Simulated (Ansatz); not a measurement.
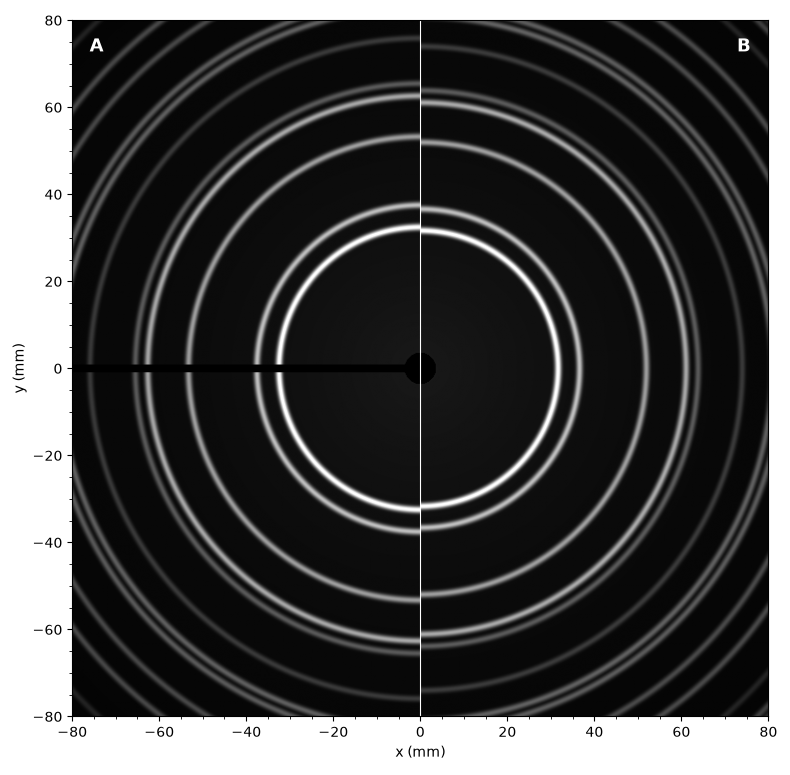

Simulated X-ray powder rings on a flat area detector normal to the beam: λ = 0.2066 Å, sample-to-detector distance 380 mm, axes in mm from the beam centre, beam polarised horizontally, for a fine-grained powder without texture. Kinematic intensities with B = 0.8 Å² for all atoms, without absorption; brightness goes as intensity to the power 0.5, clipped at the top. Reflections closer than the ring width show as one ring. The left and right halves show two different samples, each scaled to its strongest ring.

Both are Ge in Fm-3m, with cells of different size. Both are input geometries of electronic-structure calculations (not necessarily at equilibrium); the starting structure was generated, so it need not be a known form of this composition.

Question: Which half has the larger cell, and by how much?

Answer: Half B: the volume of B is 7.6 % larger than that of A, and a larger cell draws the rings inwards on average.
A: a = 4.199 Å, b = 4.199 Å, c = 4.199 Å, α = 90.00°, β = 90.00°, γ = 90.00°; 111 at 32.5 mm (d = 2.42 Å), 200 at 37.5 mm (d = 2.10 Å), 220 at 53.3 mm (d = 1.485 Å), 311 at 62.6 mm (d = 1.266 Å).
B: a = 4.304 Å, b = 4.304 Å, c = 4.304 Å, α = 90.00°, β = 90.00°, γ = 90.00°; 111 at 31.7 mm (d = 2.48 Å), 200 at 36.6 mm (d = 2.15 Å), 220 at 52.0 mm (d = 1.522 Å), 311 at 61.1 mm (d = 1.298 Å).
